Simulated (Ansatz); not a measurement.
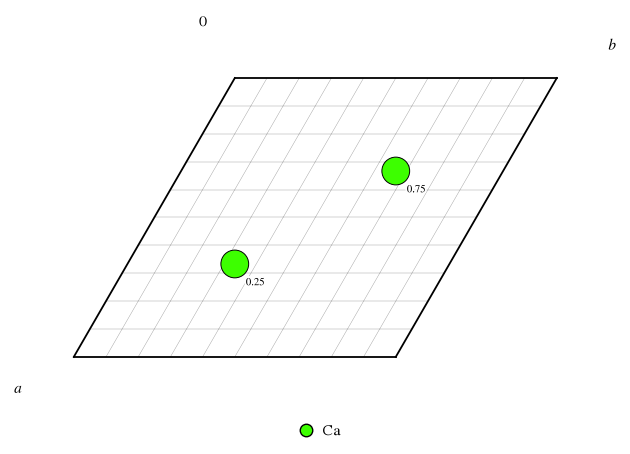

Plan of a unit cell projected along c (a down the page, b across); the numbers are heights as fractions of c, and atoms on the cell's edges are repeated. The grid marks tenths of a and b. Source: coordinates from a relaxation at fixed volume with DFT PBE, spin-orbit coupling, plane waves, PAW in Ansatz; the starting structure was generated, so it need not be a known form of this composition. All values are computed from the atomic coordinates in the standard setting (tolerance 0.002 Å).

a = 3.942 Å, b = 3.942 Å, c = 6.438 Å, α = 90.00°, β = 90.00°, γ = 120.00°.

What does the cell contain?

Answer. 2 Ca: Ca, Z = 2.

Which space group?

Answer. P6_3/mmc (No. 194), primitive hexagonal.

Give the independent sites, coordinates to two places.

Answer.
```
atom  site  symmetry     x     y     z
  Ca    2d      -6m2  0.33  0.67  0.75
```
